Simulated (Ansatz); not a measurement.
**Geometry relaxation, with input and output: MoS₂ (part 2 of 3)**

MoS₂ (slab, 9 atoms in the cell); DFT PBEsol, scalar-relativistic, plane waves, PAW, no spin polarisation (Ansatz 0.2.0); cutoff 420 eV, 10×5×1 k-mesh, Gaussian smearing of 0.1 eV. The structure derives from an entry of the Crystallography Open Database. The input holds or restrains some coordinates. Forces given for the steps count only the free coordinates. It belongs to a series of runs on one base structure; here: clean slab, lower half held.

Geometry of the input (Å; fractional positions):
```
3.1204  0.0000  0.0000
-1.5602  6.1523  0.0000
0.0000  0.0000  23.6598
S  0.8927  0.7854  0.3593
Mo 0.5322  0.0643  0.3870
S  0.1716  0.3432  0.4148
S  0.4249  0.8498  0.4722
Mo 0.0643  0.1286  0.5000
S  0.7037  0.4075  0.5278
S  0.9570  0.9141  0.5852
Mo 0.5965  0.1929  0.6130
S  0.2359  0.4718  0.6407
```

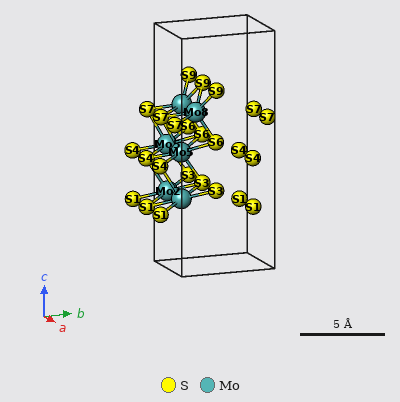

Fig. 1: The geometry at step 7 of the log (ball-and-stick view of the 2 × 1 repeat of the cell, with the vacuum cut short, seen slightly off an axis; bonded neighbours outside the cell are drawn too; atoms are numbered from 1 in the order of the input).

### The program's output, continued
```
SCF iter   1: F=—  HF=-20006.322694 eV  |F-HF|=—  |Δ(HF+E_count)|=         —  Δρ=5.05e-3  dr2=4.40e-1  ethr=8.38e-4  p=-0.069 e·Å  D=-2.75e-2 V/Å  ΔV_dip=0.65 eV  dr2_dipole=7.30e-2  V_vac-E_F(+/−)=5.52/4.87 eV  ⟨swp⟩=4.9  Hψ=3022  notcnv=0  defer=31
efield: sawtooth ramp at fractional position 0.9800 (handed on by an earlier solve), width 0.0400; the density the first Hamiltonian is built on has a dipole p = -0.069 e·Å; the dipole correction subtracts the counter field D = -2.75e-2 V/Å, which shifts the + side's vacuum level by +0.65 eV against the − side's; the planar-averaged density in the ramp window peaks in size at 2.0e-7 e/Å³
preconditioner: auto → LDOS  [metal: Δε(μ)=0.048 eV  Ē_g=7.100 eV  σ=0.100 eV  W_gap=0.25  n_scr=40 (ndim 8)  ℏωp=12.8 eV  f_vac=0.591  D(μ)=3.83/eV (n_scr^D=18)  β→1.0]
SCF iter   2: F=—  HF=-20006.321690 eV  |F-HF|=—  |Δ(HF+E_count)|=   1.00e-3  Δρ=3.26e-3  dr2=2.68e-1  ethr=5.65e-4  p=-0.079 e·Å  D=-3.16e-2 V/Å  ΔV_dip=0.75 eV  dr2_dipole=1.31e-2  V_vac-E_F(+/−)=5.69/4.94 eV  ⟨swp⟩=2.3  Hψ=2138  notcnv=0  defer=26
SCF iter   3: F=—  HF=-20006.294502 eV  |F-HF|=—  |Δ(HF+E_count)|=   2.72e-2  Δρ=1.07e-3  dr2=2.09e-2  ethr=3.44e-4  p=-0.061 e·Å  D=-2.43e-2 V/Å  ΔV_dip=0.57 eV  dr2_dipole=2.06e-4  V_vac-E_F(+/−)=5.49/4.91 eV  ⟨swp⟩=2.0  Hψ=1969  notcnv=0  defer=26
SCF iter   4: F=—  HF=-20006.291152 eV  |F-HF|=—  |Δ(HF+E_count)|=   3.35e-3  Δρ=2.07e-4  dr2=4.02e-4  ethr=2.68e-5  p=-0.066 e·Å  D=-2.61e-2 V/Å  ΔV_dip=0.62 eV  dr2_dipole=7.33e-5  V_vac-E_F(+/−)=5.53/4.91 eV  ⟨swp⟩=2.0  Hψ=1823  notcnv=0  defer=26
SCF iter   5: F=-20006.291113 eV  HF=-20006.291133 eV  |F-HF|=2.00e-5  |Δ(HF+E_count)|=   1.84e-5  Δρ=7.01e-5  dr2=4.34e-5  ethr=1.28e-7  p=-0.065 e·Å  D=-2.58e-2 V/Å  ΔV_dip=0.61 eV  dr2_dipole=2.95e-6  V_vac-E_F(+/−)=5.52/4.91 eV  ⟨swp⟩=20.4  Hψ=14522  notcnv=0
SCF 5 converged in 5 iterations: F = -20006.291113 eV  dr2 = 4.34e-5
relax step   5: F+E_penalty+E_count = -20006.29111343 eV  Δ(F+E_penalty+E_count) = -7.787e-2 eV  max|allowed force component| = 2.767e-1 eV/Å  Δτ_max = 0.1958 Å  (5 SCF iters, dr2 threshold 1.00e-4 eV, accepted)
iter 1 solved again at ethr=1.81e-4 eV; its pass at ethr=3.10e-3 eV (dr2=1.41e-1 eV) is discarded
SCF iter   1: F=—  HF=-20006.330195 eV  |F-HF|=—  |Δ(HF+E_count)|=         —  Δρ=3.48e-3  dr2=1.29e-1  ethr=1.81e-4  p=-0.065 e·Å  D=-2.58e-2 V/Å  ΔV_dip=0.61 eV  dr2_dipole=1.28e-2  V_vac-E_F(+/−)=5.57/4.96 eV  ⟨swp⟩=1.7  Hψ=4157  notcnv=0  defer=27
efield: sawtooth ramp at fractional position 0.9800 (handed on by an earlier solve), width 0.0400; the density the first Hamiltonian is built on has a dipole p = -0.065 e·Å; the dipole correction subtracts the counter field D = -2.58e-2 V/Å, which shifts the + side's vacuum level by +0.61 eV against the − side's; the planar-averaged density in the ramp window peaks in size at 6.4e-7 e/Å³
preconditioner: auto → LDOS  [metal: Δε(μ)=0.037 eV  Ē_g=7.112 eV  σ=0.100 eV  W_gap=0.20  n_scr=40 (ndim 8)  ℏωp=12.8 eV  f_vac=0.589  D(μ)=4.51/eV (n_scr^D=24)  β→1.0]
SCF iter   2: F=—  HF=-20006.326696 eV  |F-HF|=—  |Δ(HF+E_count)|=   3.50e-3  Δρ=2.31e-3  dr2=7.98e-2  ethr=1.65e-4  p=-0.063 e·Å  D=-2.53e-2 V/Å  ΔV_dip=0.60 eV  dr2_dipole=5.11e-3  V_vac-E_F(+/−)=5.59/5.00 eV  ⟨swp⟩=2.1  Hψ=2009  notcnv=0  defer=27
SCF iter   3: F=—  HF=-20006.314910 eV  |F-HF|=—  |Δ(HF+E_count)|=   1.18e-2  Δρ=6.92e-4  dr2=5.96e-3  ethr=1.02e-4  p=-0.061 e·Å  D=-2.45e-2 V/Å  ΔV_dip=0.58 eV  dr2_dipole=3.29e-4  V_vac-E_F(+/−)=5.56/4.98 eV  ⟨swp⟩=2.0  Hψ=1816  notcnv=0  defer=27
SCF iter   4: F=—  HF=-20006.313670 eV  |F-HF|=—  |Δ(HF+E_count)|=   1.24e-3  Δρ=1.38e-4  dr2=1.64e-4  ethr=7.65e-6  p=-0.061 e·Å  D=-2.45e-2 V/Å  ΔV_dip=0.58 eV  dr2_dipole=6.54e-10  V_vac-E_F(+/−)=5.56/4.98 eV  ⟨swp⟩=2.2  Hψ=1874  notcnv=0  defer=27
SCF iter   5: F=-20006.313673 eV  HF=-20006.313667 eV  |F-HF|=5.96e-6  |Δ(HF+E_count)|=   2.92e-6  Δρ=4.14e-5  dr2=7.33e-6  ethr=1.54e-8  p=-0.062 e·Å  D=-2.46e-2 V/Å  ΔV_dip=0.58 eV  dr2_dipole=3.60e-11  V_vac-E_F(+/−)=5.56/4.98 eV  ⟨swp⟩=19.9  Hψ=14004  notcnv=0
SCF 6 converged in 5 iterations: F = -20006.313673 eV  dr2 = 7.33e-6
relax step   6: F+E_penalty+E_count = -20006.31367295 eV  Δ(F+E_penalty+E_count) = -2.256e-2 eV  max|allowed force component| = 1.392e-1 eV/Å  Δτ_max = 0.1929 Å  (5 SCF iters, dr2 threshold 1.20e-5 eV, accepted)
SCF iter   1: F=—  HF=-20006.328642 eV  |F-HF|=—  |Δ(HF+E_count)|=         —  Δρ=3.64e-3  dr2=6.15e-2  ethr=1.31e-3  p=-0.062 e·Å  D=-2.46e-2 V/Å  ΔV_dip=0.58 eV  dr2_dipole=9.40e-3  V_vac-E_F(+/−)=5.56/4.97 eV  ⟨swp⟩=4.3  Hψ=2888  notcnv=0  defer=29
efield: sawtooth ramp at fractional position 0.9800 (handed on by an earlier solve), width 0.0400; the density the first Hamiltonian is built on has a dipole p = -0.062 e·Å; the dipole correction subtracts the counter field D = -2.46e-2 V/Å, which shifts the + side's vacuum level by +0.58 eV against the − side's; the planar-averaged density in the ramp window peaks in size at 6.9e-7 e/Å³
preconditioner: auto → LDOS  [metal: Δε(μ)=0.036 eV  Ē_g=7.110 eV  σ=0.100 eV  W_gap=0.20  n_scr=40 (ndim 8)  ℏωp=12.8 eV  f_vac=0.588  D(μ)=4.79/eV (n_scr^D=24)  β→1.0]
SCF iter   2: F=—  HF=-20006.321320 eV  |F-HF|=—  |Δ(HF+E_count)|=   7.32e-3  Δρ=1.52e-3  dr2=1.73e-2  ethr=7.88e-5  p=-0.071 e·Å  D=-2.84e-2 V/Å  ΔV_dip=0.67 eV  dr2_dipole=1.61e-6  V_vac-E_F(+/−)=5.63/4.96 eV  ⟨swp⟩=3.0  Hψ=2453  notcnv=0  defer=29
SCF iter   3: F=—  HF=-20006.317264 eV  |F-HF|=—  |Δ(HF+E_count)|=   4.06e-3  Δρ=6.24e-4  dr2=4.48e-3  ethr=2.22e-5  p=-0.068 e·Å  D=-2.73e-2 V/Å  ΔV_dip=0.65 eV  dr2_dipole=2.20e-8  V_vac-E_F(+/−)=5.60/4.96 eV  ⟨swp⟩=2.0  Hψ=1819  notcnv=0  defer=29
SCF iter   4: F=—  HF=-20006.316330 eV  |F-HF|=—  |Δ(HF+E_count)|=   9.34e-4  Δρ=1.47e-4  dr2=2.70e-4  ethr=5.74e-6  p=-0.067 e·Å  D=-2.68e-2 V/Å  ΔV_dip=0.63 eV  dr2_dipole=7.15e-5  V_vac-E_F(+/−)=5.59/4.96 eV  ⟨swp⟩=2.0  Hψ=1766  notcnv=0  defer=29
SCF iter   5: F=—  HF=-20006.316203 eV  |F-HF|=—  |Δ(HF+E_count)|=   1.26e-4  Δρ=5.05e-5  dr2=3.85e-5  ethr=3.46e-7  p=-0.068 e·Å  D=-2.71e-2 V/Å  ΔV_dip=0.64 eV  dr2_dipole=7.90e-6  V_vac-E_F(+/−)=5.60/4.95 eV  ⟨swp⟩=2.0  Hψ=1840  notcnv=0  defer=29
SCF iter   6: F=—  HF=-20006.316209 eV  |F-HF|=—  |Δ(HF+E_count)|=   5.37e-6  Δρ=1.66e-5  dr2=3.74e-6  ethr=4.94e-8  p=-0.068 e·Å  D=-2.70e-2 V/Å  ΔV_dip=0.64 eV  dr2_dipole=1.15e-6  V_vac-E_F(+/−)=5.59/4.95 eV  ⟨swp⟩=1.9  Hψ=1638  notcnv=0  defer=29
SCF iter   7: F=-20006.316210 eV  HF=-20006.316210 eV  |F-HF|=2.79e-7  |Δ(HF+E_count)|=   1.34e-6  Δρ=5.70e-6  dr2=1.97e-7  ethr=3.89e-9  p=-0.068 e·Å  D=-2.71e-2 V/Å  ΔV_dip=0.64 eV  dr2_dipole=1.35e-8  V_vac-E_F(+/−)=5.60/4.95 eV  ⟨swp⟩=19.8  Hψ=11863  notcnv=0
SCF 7 converged in 7 iterations: F = -20006.316210 eV  dr2 = 1.97e-7
relax step   7: F+E_penalty+E_count = -20006.31621044 eV  Δ(F+E_penalty+E_count) = -2.537e-3 eV  max|allowed force component| = 1.847e-1 eV/Å  Δτ_max = 0.1483 Å  (7 SCF iters, dr2 threshold 3.03e-6 eV, accepted)
SCF iter   1: F=—  HF=-20006.319774 eV  |F-HF|=—  |Δ(HF+E_count)|=         —  Δρ=1.18e-3  dr2=8.91e-3  ethr=4.00e-5  p=-0.068 e·Å  D=-2.71e-2 V/Å  ΔV_dip=0.64 eV  dr2_dipole=1.46e-3  V_vac-E_F(+/−)=5.60/4.96 eV  ⟨swp⟩=2.6  Hψ=3080  notcnv=0  defer=28
efield: sawtooth ramp at fractional position 0.9800 (handed on by an earlier solve), width 0.0400; the density the first Hamiltonian is built on has a dipole p = -0.068 e·Å; the dipole correction subtracts the counter field D = -2.71e-2 V/Å, which shifts the + side's vacuum level by +0.64 eV against the − side's; the planar-averaged density in the ramp window peaks in size at 5.4e-7 e/Å³
preconditioner: auto → LDOS  [metal: Δε(μ)=0.035 eV  Ē_g=7.106 eV  σ=0.100 eV  W_gap=0.19  n_scr=40 (ndim 8)  ℏωp=12.8 eV  f_vac=0.588  D(μ)=4.82/eV (n_scr^D=24)  β→1.0]
SCF iter   2: F=—  HF=-20006.319219 eV  |F-HF|=—  |Δ(HF+E_count)|=   5.55e-4  Δρ=6.31e-4  dr2=4.25e-3  ethr=1.14e-5  p=-0.064 e·Å  D=-2.54e-2 V/Å  ΔV_dip=0.60 eV  dr2_dipole=5.90e-4  V_vac-E_F(+/−)=5.57/4.97 eV  ⟨swp⟩=2.0  Hψ=2332  notcnv=0  defer=29
SCF iter   3: F=—  HF=-20006.318434 eV  |F-HF|=—  |Δ(HF+E_count)|=   7.85e-4  Δρ=1.89e-4  dr2=4.18e-4  ethr=5.45e-6  p=-0.066 e·Å  D=-2.64e-2 V/Å  ΔV_dip=0.62 eV  dr2_dipole=5.35e-5  V_vac-E_F(+/−)=5.59/4.97 eV  ⟨swp⟩=2.0  Hψ=2066  notcnv=0  defer=29
SCF iter   4: F=—  HF=-20006.318363 eV  |F-HF|=—  |Δ(HF+E_count)|=   7.07e-5  Δρ=3.62e-5  dr2=8.80e-6  ethr=5.36e-7  p=-0.066 e·Å  D=-2.62e-2 V/Å  ΔV_dip=0.62 eV  dr2_dipole=1.56e-7  V_vac-E_F(+/−)=5.58/4.96 eV  ⟨swp⟩=2.1  Hψ=1828  notcnv=0  defer=29
SCF iter   5: F=-20006.318362 eV  HF=-20006.318362 eV  |F-HF|=4.90e-8  |Δ(HF+E_count)|=   6.54e-7  Δρ=1.10e-5  dr2=7.66e-7  ethr=1.11e-8  p=-0.066 e·Å  D=-2.62e-2 V/Å  ΔV_dip=0.62 eV  dr2_dipole=3.45e-9  V_vac-E_F(+/−)=5.58/4.97 eV  ⟨swp⟩=18.7  Hψ=12675  notcnv=0
SCF 8 converged in 5 iterations: F = -20006.318362 eV  dr2 = 7.66e-7
relax step   8: F+E_penalty+E_count = -20006.31836233 eV  Δ(F+E_penalty+E_count) = -2.152e-3 eV  max|allowed force component| = 5.093e-2 eV/Å  Δτ_max = 0.0247 Å  (5 SCF iters, dr2 threshold 8.63e-6 eV, accepted)
SCF iter   1: F=—  HF=-20006.319005 eV  |F-HF|=—  |Δ(HF+E_count)|=         —  Δρ=5.50e-4  dr2=1.69e-3  ethr=2.72e-5  p=-0.066 e·Å  D=-2.62e-2 V/Å  ΔV_dip=0.62 eV  dr2_dipole=2.31e-4  V_vac-E_F(+/−)=5.59/4.97 eV  ⟨swp⟩=2.2  Hψ=2494  notcnv=0  defer=15
efield: sawtooth ramp at fractional position 0.9800 (handed on by an earlier solve), width 0.0400; the density the first Hamiltonian is built on has a dipole p = -0.066 e·Å; the dipole correction subtracts the counter field D = -2.62e-2 V/Å, which shifts the + side's vacuum level by +0.62 eV against the − side's; the planar-averaged density in the ramp window peaks in size at 5.3e-7 e/Å³
preconditioner: auto → LDOS  [metal: Δε(μ)=0.043 eV  Ē_g=7.110 eV  σ=0.100 eV  W_gap=0.24  n_scr=40 (ndim 8)  ℏωp=12.8 eV  f_vac=0.588  D(μ)=4.71/eV (n_scr^D=24)  β→1.0]
SCF iter   2: F=—  HF=-20006.318835 eV  |F-HF|=—  |Δ(HF+E_count)|=   1.70e-4  Δρ=2.32e-4  dr2=3.51e-4  ethr=2.17e-6  p=-0.065 e·Å  D=-2.61e-2 V/Å  ΔV_dip=0.62 eV  dr2_dipole=4.22e-6  V_vac-E_F(+/−)=5.59/4.97 eV  ⟨swp⟩=2.0  Hψ=2324  notcnv=0  defer=16
SCF iter   3: F=—  HF=-20006.318776 eV  |F-HF|=—  |Δ(HF+E_count)|=   5.90e-5  Δρ=1.06e-4  dr2=1.09e-4  ethr=4.50e-7  p=-0.065 e·Å  D=-2.59e-2 V/Å  ΔV_dip=0.61 eV  dr2_dipole=1.41e-6  V_vac-E_F(+/−)=5.58/4.97 eV  ⟨swp⟩=2.0  Hψ=2113  notcnv=0  defer=16
SCF iter   4: F=—  HF=-20006.318755 eV  |F-HF|=—  |Δ(HF+E_count)|=   2.15e-5  Δρ=2.50e-5  dr2=7.58e-6  ethr=1.39e-7  p=-0.065 e·Å  D=-2.60e-2 V/Å  ΔV_dip=0.62 eV  dr2_dipole=1.11e-6  V_vac-E_F(+/−)=5.59/4.97 eV  ⟨swp⟩=2.0  Hψ=1616  notcnv=0  defer=16
SCF iter   5: F=—  HF=-20006.318679 eV  |F-HF|=—  |Δ(HF+E_count)|=   7.60e-5  Δρ=9.35e-6  dr2=1.40e-6  ethr=9.72e-9  p=-0.065 e·Å  D=-2.60e-2 V/Å  ΔV_dip=0.61 eV  dr2_dipole=1.89e-7  V_vac-E_F(+/−)=5.58/4.97 eV  ⟨swp⟩=2.0  Hψ=2037  notcnv=0  defer=16
SCF iter   6: F=—  HF=-20006.318679 eV  |F-HF|=—  |Δ(HF+E_count)|=   3.90e-7  Δρ=3.49e-6  dr2=1.25e-7  ethr=1.80e-9  p=-0.065 e·Å  D=-2.60e-2 V/Å  ΔV_dip=0.61 eV  dr2_dipole=1.57e-8  V_vac-E_F(+/−)=5.58/4.97 eV  ⟨swp⟩=2.2  Hψ=1664  notcnv=0  defer=16
SCF iter   7: F=-20006.318679 eV  HF=-20006.318679 eV  |F-HF|=1.88e-8  |Δ(HF+E_count)|=   1.02e-7  Δρ=1.07e-6  dr2=7.26e-9  ethr=1.28e-10  p=-0.065 e·Å  D=-2.60e-2 V/Å  ΔV_dip=0.61 eV  dr2_dipole=1.58e-9  V_vac-E_F(+/−)=5.58/4.97 eV  ⟨swp⟩=16.1  Hψ=10103  notcnv=0
SCF 9 converged in 7 iterations: F = -20006.318679 eV  dr2 = 7.26e-9
relax step   9: F+E_penalty+E_count = -20006.31867920 eV  Δ(F+E_penalty+E_count) = -3.169e-4 eV  max|allowed force component| = 7.282e-3 eV/Å  Δτ_max = 0.0111 Å  (7 SCF iters, accepted)
```

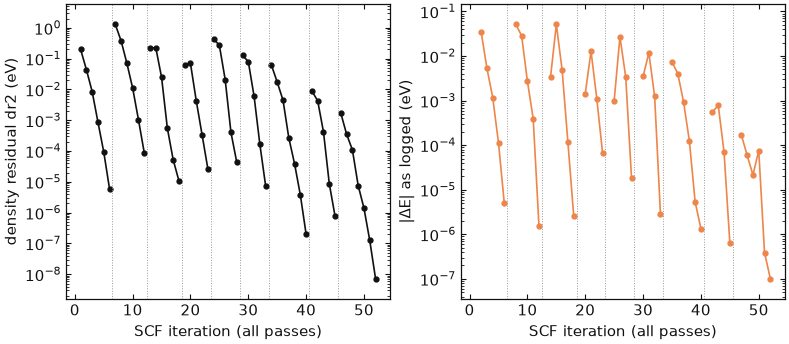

Fig. 2: Convergence of the self-consistent field: density residual dr2 and size of the energy change against the SCF iteration. The dotted lines part the SCF passes of the relaxation: geometry steps, rejected trials and re-solves on a re-selected basis. The 9 passes take 5 to 7 iterations each, 52 in all.

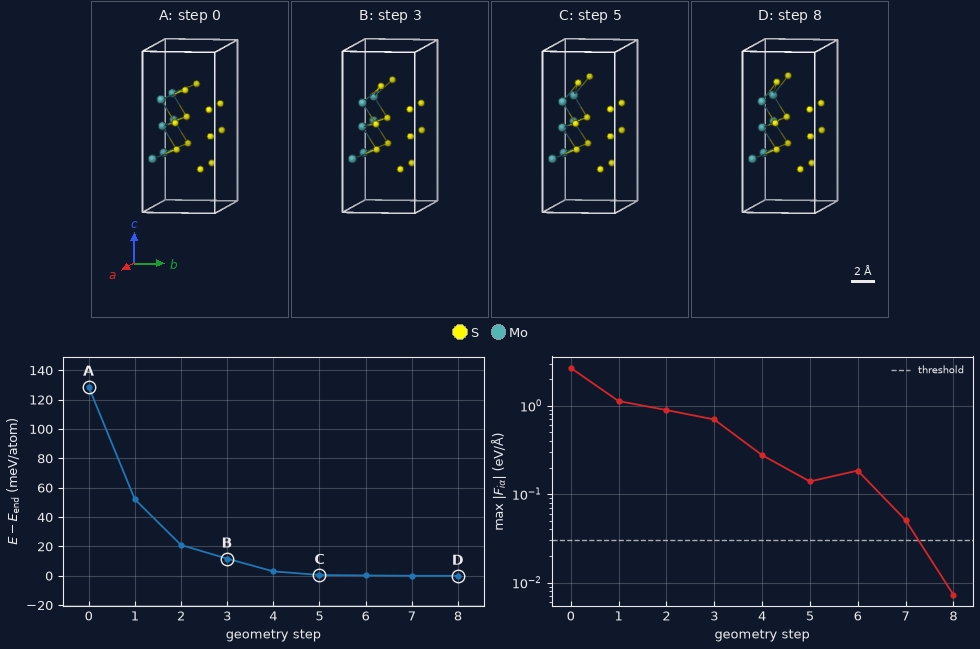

Fig. 3: Frames of the restrained relaxation (ball-and-stick view of the 2 × 1 repeat of the cell, with the vacuum cut short, seen slightly off an axis) above the curves, on which the letters mark them (the first geometry is step 0 here and step 1 in the log).

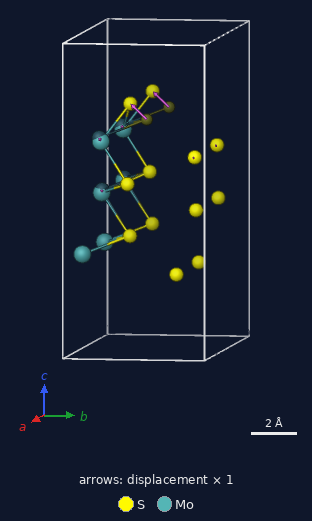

Fig. 4: Start (faint) and end (solid) with the displacements as pink arrows, at true length (ball-and-stick view of the 2 × 1 repeat of the cell, with the vacuum cut short, seen slightly off an axis). The atom that moves furthest is S9 (1.03 Å). By element the largest moves are S 1.03 Å, Mo 0.18 Å. The cell doesn't change. Among the contacts that change: S6–Mo8 2.410 → 2.247 Å, S3–Mo5 2.410 → 2.310 Å, Mo5–S7 2.410 → 2.510 Å, Mo8–S9 2.410 → 2.328 Å. Among the angles that change: S7–Mo8–S9 180.0° → 146.6°, S6–Mo8–S9 80.7° → 109.1°, S7–Mo8–S9 99.3° → 87.2°. Over 8 geometry steps the energy falls by 129 meV per atom. The largest force component goes from 2.7 to 0.0073 eV/Å. (Atoms are counted from 1 in the order of the input.)
